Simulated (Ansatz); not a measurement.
# Single-point calculation, with input and output: Ta (part 2 of 2)

The same run, continued: Ta (defect cell, 26 atoms in the cell); DFT, PBE, plane waves, PAW, no spin polarisation (Ansatz 0.2.0); cutoff 420 eV, 4×4×4 k-mesh, Gaussian smearing of 0.1 eV. The structure derives from an entry of the Crystallography Open Database.

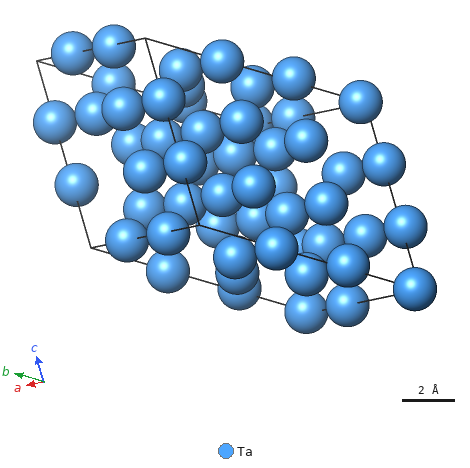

**Figure 1.** The structure as given in the input (spheres-only view of the cell of the calculation, seen at an oblique angle).

**What the program printed, continued**
```
  k-point 1: bands = ["-50.6681", "-50.3765", "-50.3626", "-50.3594", "-50.3562", "-50.3421", "-50.3381", "-50.3362", "-50.3313", "-50.3077", "-50.3071", "-50.2377", "-50.2336", "-50.2255", "-50.2228", "-50.1859", "-50.1840", "-50.1780", "-50.1753", "-50.1209", "-50.1138", "-50.0990", "-50.0860", "-50.0800", "-50.0156", "-50.0094", "-17.2773", "-17.2714", "-17.2609", "-17.2514", "-17.2322", "-17.1979", "-17.1784", "-17.1703", "-17.1652", "-17.1607", "-17.1471", "-17.1440", "-17.1362", "-17.1330",
      "-17.1198", "-17.1060", "-17.0950", "-17.0716", "-17.0437", "-17.0315", "-17.0155", "-17.0067", "-17.0001", "-16.9782", "-16.9772", "-16.9597", "-16.9547", "-16.9442", "-16.9253", "-16.9099", "-16.9041", "-16.9035", "-16.8905", "-16.8729", "-16.8562", "-16.8473", "-16.8334", "-16.8033", "-16.7657", "-16.7386", "-16.6971", "-16.6687", "-16.6528", "-16.6243", "-16.6214", "-16.6043", "-16.6026", "-16.5874", "-16.5832", "-16.5748", "-16.5449", "-16.5427", "-16.5400", "-16.5192",
      "-16.5163", "-16.5084", "-16.4964", "-16.4923", "-16.4907", "-16.4667", "-16.4663", "-16.4523", "-16.4502", "-16.4352", "-16.4243", "-16.4213", "-16.4102", "-16.3915", "-16.3864", "-16.3858", "-16.3766", "-16.3569", "-16.3512", "-16.3350", "-16.3285", "-16.3067", "-16.1473", "-16.1274", "9.6530", "11.4412", "12.2623", "12.2987", "12.3565", "12.7273", "12.7650", "12.7822", "12.7940", "12.8152", "13.0014", "13.0026", "13.3717", "13.3890", "13.5070", "14.2119",
      "14.2347", "14.3170", "14.3477", "14.4492", "14.4587", "14.6448", "14.6905", "14.7427", "14.7599", "14.7808", "14.8095", "14.9462", "14.9597", "15.0071", "15.0859", "15.1020", "15.1310", "15.1820", "15.2349", "15.3084", "15.4641", "15.4802", "15.5713", "15.5986", "15.7041", "15.8183", "15.8806", "15.9285", "16.0676", "16.1048", "16.2202", "16.2723", "16.3543", "16.4050", "16.5656", "16.5904", "16.6698", "16.7461", "16.7991", "16.8411",
      "16.8963", "16.9362", "16.9737", "17.0646", "17.1835", "17.2566", "17.2603", "17.3365", "17.3814", "17.4482", "17.4651", "17.5213", "17.5858", "17.6825", "17.7757", "17.7978", "17.8256", "17.8453", "17.9156", "17.9933", "18.0383", "18.1008", "18.1471", "18.1972", "18.2533", "18.2542", "18.4760", "18.4950", "18.6890", "18.7967", "19.0038", "19.0475", "19.1241", "19.2994", "19.3515", "19.3945", "19.5000", "19.6324", "19.7128", "19.7597",
      "19.9205", "19.9920", "20.1048"]
  k-point 2: bands = ["-50.6681", "-50.3725", "-50.3665", "-50.3586", "-50.3569", "-50.3423", "-50.3382", "-50.3349", "-50.3329", "-50.3077", "-50.3073", "-50.2383", "-50.2327", "-50.2250", "-50.2231", "-50.1866", "-50.1843", "-50.1764", "-50.1761", "-50.1189", "-50.1164", "-50.0986", "-50.0859", "-50.0799", "-50.0156", "-50.0095", "-17.3236", "-17.2746", "-17.2705", "-17.2659", "-17.2493", "-17.2323", "-17.1951", "-17.1950", "-17.1878", "-17.1727", "-17.1629", "-17.1592", "-17.1576", "-17.1494",
      "-17.1385", "-17.1331", "-17.1303", "-17.1006", "-17.0541", "-17.0115", "-17.0081", "-16.9766", "-16.9757", "-16.9466", "-16.9358", "-16.9347", "-16.9149", "-16.9121", "-16.9096", "-16.8813", "-16.8665", "-16.8547", "-16.8539", "-16.8348", "-16.7854", "-16.7782", "-16.7700", "-16.7353", "-16.7178", "-16.7102", "-16.7030", "-16.6866", "-16.6769", "-16.6721", "-16.6607", "-16.6253", "-16.6054", "-16.6031", "-16.5816", "-16.5695", "-16.5691", "-16.5626", "-16.5403", "-16.5306",
      "-16.5258", "-16.5100", "-16.5010", "-16.4967", "-16.4956", "-16.4778", "-16.4734", "-16.4674", "-16.4619", "-16.4591", "-16.4258", "-16.4157", "-16.4156", "-16.4148", "-16.3961", "-16.3934", "-16.3906", "-16.3765", "-16.3571", "-16.3402", "-16.3217", "-16.3210", "-16.1502", "-16.1302", "10.3266", "10.4897", "12.3990", "12.4591", "12.4817", "12.5554", "12.6054", "12.6910", "12.9301", "13.4359", "13.5053", "13.5321", "13.5855", "13.6093", "13.6150", "13.6999",
      "13.7612", "13.7696", "14.0819", "14.0863", "14.1797", "14.6060", "14.7269", "14.7346", "14.7668", "14.8043", "14.8392", "14.8669", "14.8983", "14.9498", "15.0299", "15.0317", "15.1264", "15.2337", "15.3657", "15.4250", "15.5059", "15.5825", "15.6057", "15.6462", "15.7299", "15.7472", "15.9589", "16.1666", "16.2090", "16.2602", "16.2917", "16.3087", "16.4185", "16.4480", "16.4720", "16.4889", "16.5818", "16.6552", "16.6650", "16.8044",
      "16.8279", "16.8700", "16.9056", "16.9568", "17.0327", "17.0677", "17.1650", "17.2231", "17.2275", "17.2981", "17.4843", "17.4995", "17.6367", "17.6635", "17.7050", "17.7874", "17.8609", "17.9131", "17.9990", "18.1142", "18.1315", "18.1489", "18.1557", "18.2545", "18.2708", "18.3661", "18.4255", "18.4445", "18.4953", "18.7554", "18.8129", "18.8781", "18.9413", "18.9490", "18.9870", "19.2194", "19.2733", "19.5195", "19.7187", "19.8316",
      "19.8441", "20.0398", "20.0470"]
  k-point 17: bands = ["-50.6681", "-50.3712", "-50.3671", "-50.3619", "-50.3541", "-50.3459", "-50.3350", "-50.3340", "-50.3321", "-50.3098", "-50.3063", "-50.2410", "-50.2303", "-50.2245", "-50.2238", "-50.1854", "-50.1841", "-50.1787", "-50.1754", "-50.1222", "-50.1122", "-50.0994", "-50.0852", "-50.0803", "-50.0157", "-50.0094", "-17.3118", "-17.2937", "-17.2802", "-17.2647", "-17.2606", "-17.2268", "-17.2223", "-17.2218", "-17.2063", "-17.1946", "-17.1903", "-17.1798", "-17.1589", "-17.1371",
      "-17.1238", "-17.1063", "-17.1022", "-17.0963", "-17.0591", "-17.0580", "-17.0268", "-17.0095", "-16.9752", "-16.9622", "-16.9299", "-16.9080", "-16.8701", "-16.8667", "-16.8579", "-16.8445", "-16.8386", "-16.8276", "-16.8100", "-16.8038", "-16.7939", "-16.7915", "-16.7605", "-16.7542", "-16.7360", "-16.7232", "-16.7147", "-16.6875", "-16.6850", "-16.6806", "-16.6225", "-16.6031", "-16.5880", "-16.5876", "-16.5747", "-16.5679", "-16.5535", "-16.5498", "-16.5481", "-16.5354",
      "-16.5217", "-16.5207", "-16.5077", "-16.5063", "-16.5000", "-16.4875", "-16.4783", "-16.4723", "-16.4611", "-16.4509", "-16.4490", "-16.4407", "-16.4235", "-16.4207", "-16.4142", "-16.4140", "-16.4076", "-16.3770", "-16.3707", "-16.3404", "-16.3356", "-16.2952", "-16.1486", "-16.1453", "10.7176", "10.7502", "11.8010", "11.8217", "11.9346", "11.9649", "13.0851", "13.3757", "13.5117", "13.5176", "13.6163", "13.7446", "13.7695", "13.8949", "13.8967", "13.9056",
      "13.9177", "14.0186", "14.0466", "14.0883", "14.1000", "14.1507", "14.2373", "14.2633", "14.3373", "14.4636", "14.8505", "14.8868", "15.0242", "15.0308", "15.1730", "15.2109", "15.3379", "15.3502", "15.4720", "15.5995", "15.6212", "15.6256", "15.6813", "15.7049", "15.7605", "15.9466", "15.9619", "16.0208", "16.0584", "16.0597", "16.1162", "16.1444", "16.1993", "16.2100", "16.3820", "16.4861", "16.4983", "16.5706", "16.6158", "16.6276",
      "16.6577", "16.6941", "16.7399", "16.8092", "17.0169", "17.0541", "17.0670", "17.0773", "17.1707", "17.4583", "17.5403", "17.6396", "17.6641", "17.6683", "17.7076", "17.7438", "17.8892", "18.0084", "18.0194", "18.0589", "18.0607", "18.3183", "18.3403", "18.4412", "18.4415", "18.5172", "18.5203", "18.5802", "18.6743", "18.6902", "18.7144", "18.8044", "18.9928", "19.0228", "19.0554", "19.0667", "19.2373", "19.3608", "19.3703", "19.4601",
      "19.4683", "19.6062", "19.8442"]
```

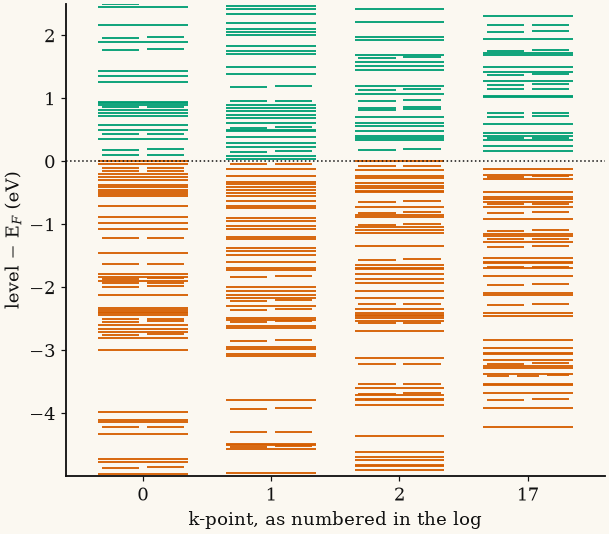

**Figure 2.** Kohn–Sham levels near the Fermi level (dotted) at the few k-points that the log prints; levels within 0.02 eV of each other stand side by side. The system is metallic on the full mesh.

**Key numbers**

| quantity | value |
| --- | --- |
| outcome | converged |
| electrons treated | 338 |
| free energy | −258230.2228 eV |
| Fermi energy | 17.302 eV |
| gap on the k-point mesh | none (metallic) |
| pressure | −4.82 GPa |
| largest force (length of the vector) | 0.011 eV/Å |
| wall time | 64 s (CPU time 1.9 min) |
| peak memory | 2 GiB |

Settings chosen away from the usual ones: basis.ecutrho_ratio set to 8. Spin–orbit coupling is left out, which matters for Ta.
